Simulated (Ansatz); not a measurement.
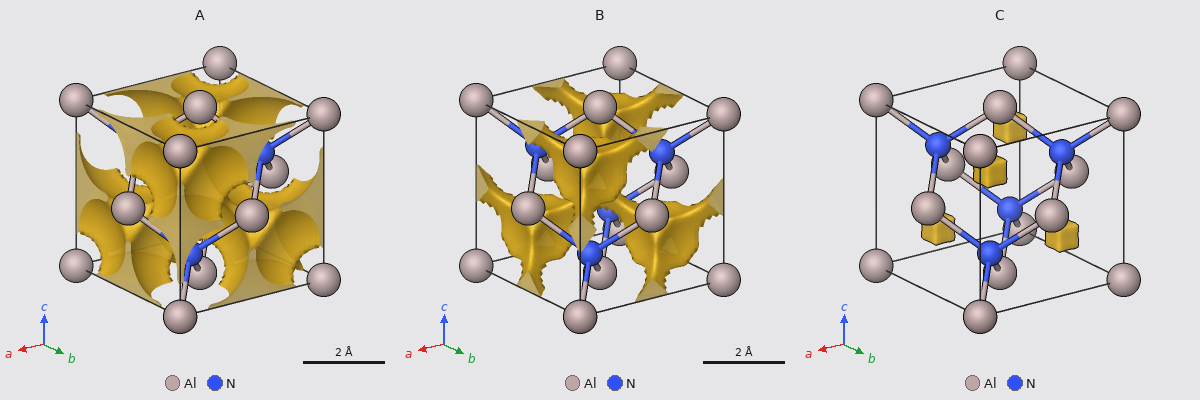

Three surfaces of the space that a probe's centre can reach in AlN (F-43m), computed for probe radii of 0.15, 0.30, 0.55 Å, in shuffled order. Pale faces close the region where the drawn box cuts it.

The atoms' radii are Shannon crystal radii (six-coordinate where tabulated): Al 0.68 Å, N 1.32 Å.

The cell is taken from coordinates from a relaxation with DFT, PBE, plane waves, PAW (Ansatz).

```xyz
8
Lattice="4.4032 0.0000 0.0000 0.0000 4.4032 0.0000 0.0000 0.0000 4.4032" Properties=species:S:1:pos:R:3 pbc="T T T"
Al    0.0000    0.0000    0.0000
N     1.1008    1.1008    1.1008
Al    0.0000    2.2016    2.2016
N     1.1008    3.3024    3.3024
Al    2.2016    0.0000    2.2016
N     3.3024    1.1008    3.3024
Al    2.2016    2.2016    0.0000
N     3.3024    3.3024    1.1008
```

Which panel belongs to which radius, and what does each show?

Answer. A: 0.15 Å, a three-dimensional network, 31 % of the volume. B: 0.30 Å, a three-dimensional network, 14 % of the volume. C: 0.55 Å, isolated pockets that do not connect across cells, 1.7 % of the volume. The larger the probe, the smaller the space left to it.
